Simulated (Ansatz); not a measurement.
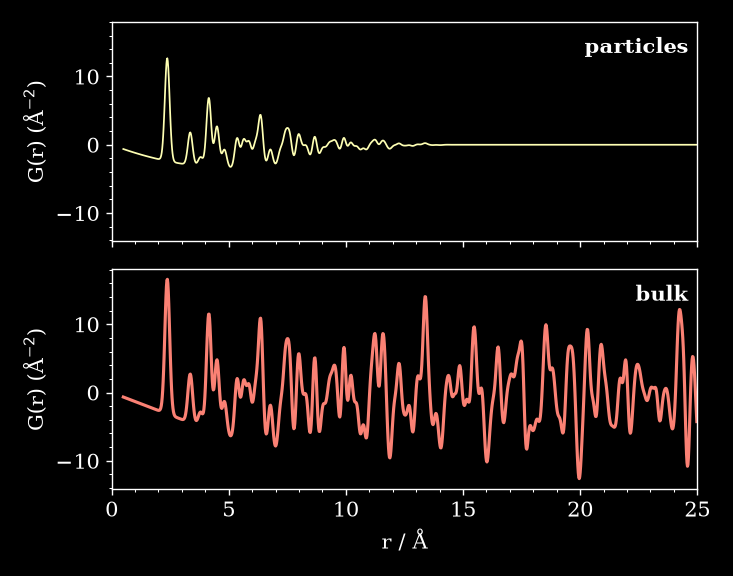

Simulated X-ray pair distribution function, G(r) = R(r)/r − 4πρ₀r, summed over the atomic distances of the structure with each pair weighted by the product of the atomic numbers (X-ray weights at Q = 0); every distance is a Gaussian of σ = 0.10 Å, for spherical particles of Fe with the bulk structure: the bulk G(r) is multiplied by the envelope of a sphere of diameter D, 1 − 3r/2D + r³/2D³, with no surface relaxation. The number density is 0.105 atoms per Å³. Structure used: the input geometry of an electronic-structure calculation (not necessarily at equilibrium); the starting structure was generated, so it need not be a known form of this composition.

Q: How large are the particles?

A: About 15 Å (1.5 nm): the signal is half of the bulk amplitude at r ≈ 5.2 Å and vanishes at r = D, fading from view somewhat earlier.

Q: Roughly how many atoms does one particle hold?

A: About 190 (number density 0.105 Å⁻³ times πD³/6).
